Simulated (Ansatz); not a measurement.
## Electronic structure of Al2Cu in real space

Input file:

```
crystal:
  lattice:
    - [-2.0246315513, 2.0246315513, 2.8630136555]
    - [2.0246315513, -2.0246315513, 2.8630136555]
    - [2.0246315513, 2.0246315513, -2.8630136555]
  atoms:
    - { symbol: Al, position: [0.75, 0.25, 0.5] }
    - { symbol: Al, position: [0.25, 0.75, 0.5] }
    - { symbol: Cu, position: [0.5, 0.5, 0.0] }
basis:
  ecutwfc: 420
kpoints:
  mp_grid: { grid: [18, 18, 18] }
hamiltonian:
  xc: pbesol
scf:
  occupations: { method: gaussian, width: 0.15 }
output:
  forces: true
  stress: true
  eigenvalues: true
  write_density: true
  write_potential: true
  elf: true
  volumetric_format: npy
```

Run with:

```sh
ansatz run input.yaml --threads 1 --pin off --max-ram 2560MiB --backend cpu --events-out ev --progress --plain --runs-dir out
```

Below, planes, directions and counts refer to the conventional cell (a = 5.73 Å, b = 5.73 Å, c = 5.73 Å, α = 90.00°, β = 90.00°, γ = 90.00°).

Space group Fm-3m; a structure from a database of computed crystals, not necessarily the ambient phase; computed without spin polarisation.

Computed with Ansatz 0.2.0, DFT PBEsol, scalar-relativistic, plane waves, PAW.

Core electrons are frozen (PAW), and the valence fields are smoothed inside the atomic spheres.

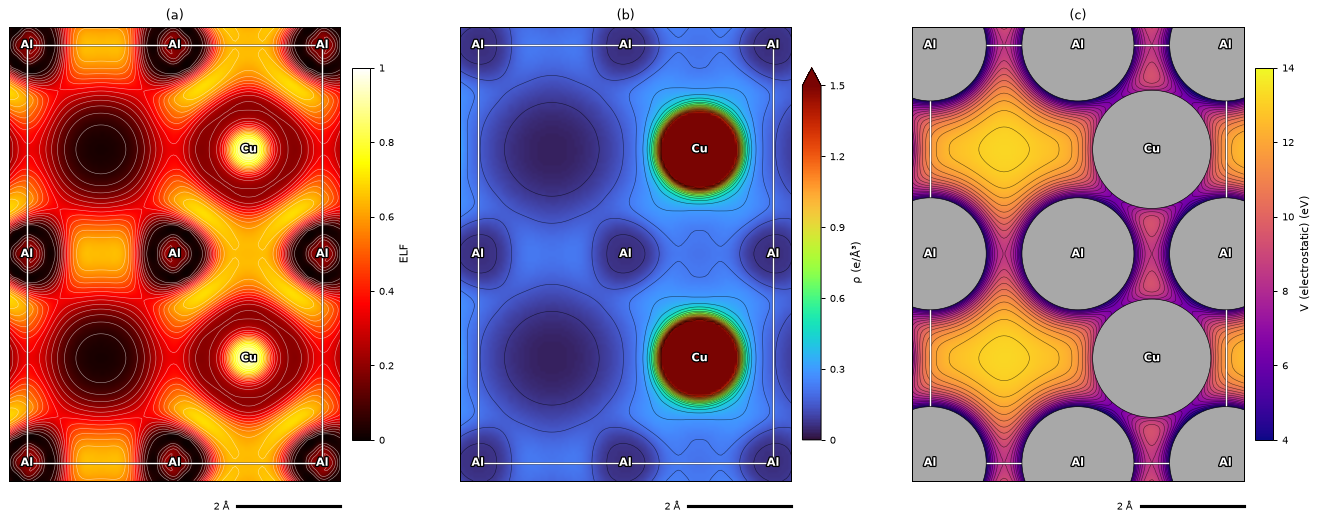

Figure 1. (a) electron localisation function; (b) valence pseudo-density; (c) electrostatic potential (local pseudopotential plus Hartree) felt by an electron on the (101) plane of the conventional cell. Grey discs cover the atomic cores in the potential map.

**Read the bonding off the picture.**

Atoms in the plane: Al and Cu. Al–Cu (2.48 Å): ρ is about 0.32 e/Å³ halfway; the ELF peaks at about 0.70 between the atoms. Between the atoms the lowest density in this plane is 0.03 e/Å³. The features right at Cu lie inside the PAW spheres, where the map follows smoothed inner orbitals and isn't to be read closely. Outside the cores the potential energy rises away from the atoms and is highest about 2.5 Å from the nearest atoms; its zero is arbitrary.

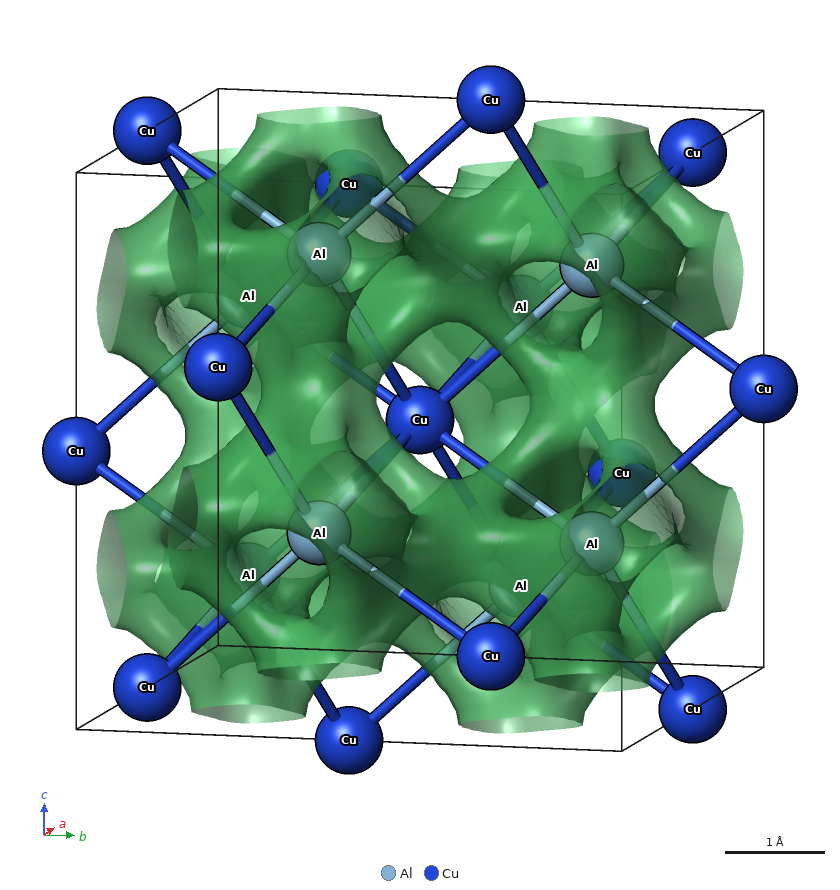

Figure 2. Isosurface of the electron localisation function at 0.55 (green), seen at an oblique angle. Only the valence region is drawn (cores and ρ < 0.01 e/Å³ removed). Sticks mark near contacts.

**Describe the localisation domains.**

At this value the surface marks out one network that runs through the whole crystal, counted in one cell of 12 atoms. Regions shared between cells count once.

**Does the calculation give a band gap?**

It is gapless in this calculation (a metal or semimetal).
